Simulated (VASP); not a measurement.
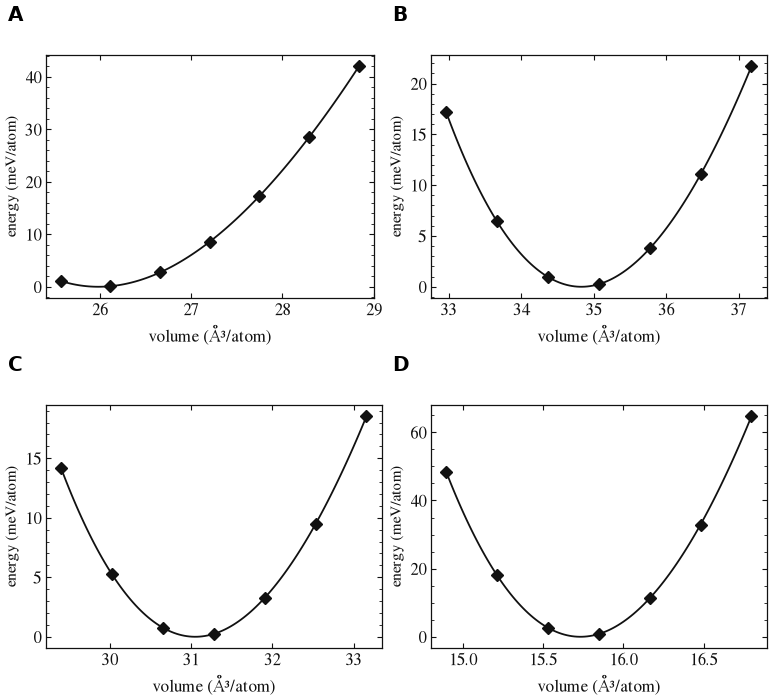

Each panel shows the energy against volume for one of these solids: Bi, R-3m (No. 166); Sn, Im-3m (No. 229); SnTe, Fm-3m (No. 225); W, Im-3m (No. 229).

Computed with VASP 6.6.1: plane-wave DFT, no spin polarisation; energies at scaled volumes of the given cell, shape and fractions fixed, counted from the fit's minimum, third-order Birch-Murnaghan fit. Level: PBEsol.

Which panel belongs to which solid?

Answer. A is Sn (energy from 0.09 meV/atom to 42.02 meV/atom, V0 25.98 Å³/atom, B0 52.6 GPa); B is Bi (energy from 0.26 meV/atom to 21.69 meV/atom, V0 34.83 Å³/atom, B0 49.8 GPa); C is SnTe (energy from 0.25 meV/atom to 18.52 meV/atom, V0 31.05 Å³/atom, B0 46.9 GPa); D is W (energy from 0.83 meV/atom to 64.68 meV/atom, V0 15.73 Å³/atom, B0 320 GPa).

For Bi, limits of the calculation: spin-orbit coupling left out, heavy elements; shape and atomic fractions are frozen while scaling, which makes layered, chain and framework solids too stiff.
